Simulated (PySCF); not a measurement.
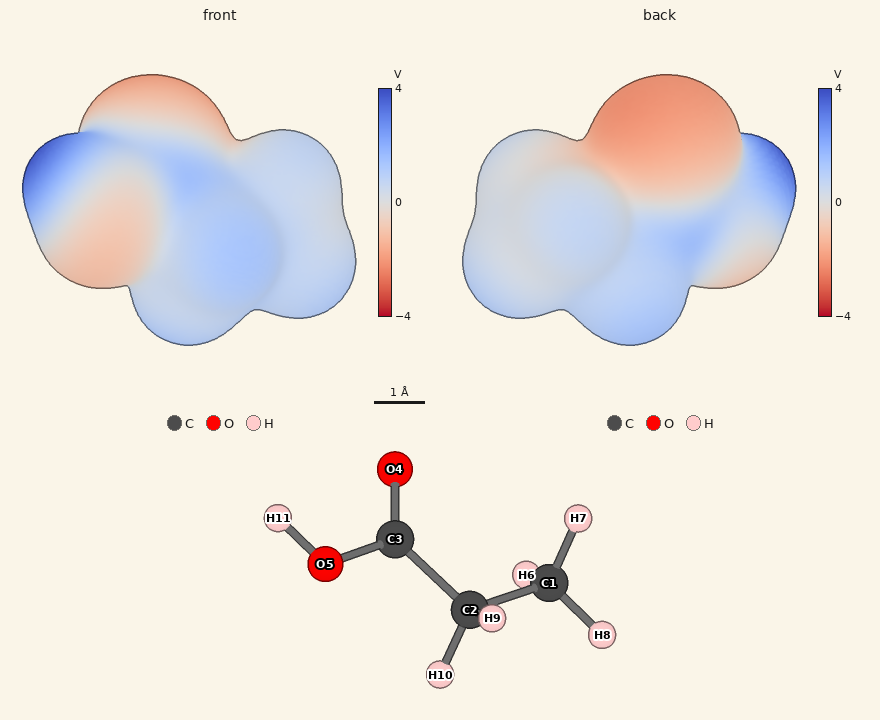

Figure 1: C₃H₆O₂. The electrostatic potential painted on the density surface at 0.004 e/bohr³, seen from the front and from behind; red is negative and blue positive. The bare structure is drawn below in the same view.

Geometry: GFN2-xTB.

Theory: B97-2/pcSseg-1, SCF density, in a chloroform solvent model, non-relativistic in PySCF.

```xyz
11

C    -1.4678    0.1922    0.0732
C    -0.1653   -0.5837   -0.0565
C     1.0389    0.3216   -0.0097
O     1.0269    1.5154    0.1098
O     2.1804   -0.3773   -0.1208
H    -1.4909    0.7344    1.0146
H    -1.5568    0.9154   -0.7329
H    -2.3165   -0.4852    0.0351
H    -0.1278   -1.1346   -0.9989
H    -0.0607   -1.3141    0.7488
H     2.9451    0.2189   -0.0887
```

### Describe the electrostatic potential map.

The most negative region (about −2.1 V) lies over O4, the most positive (about +3.6 V) over H11. O4 is the likeliest acceptor of a hydrogen bond.

### How polar is the molecule by this calculation?

Its dipole moment is 2.00 D.
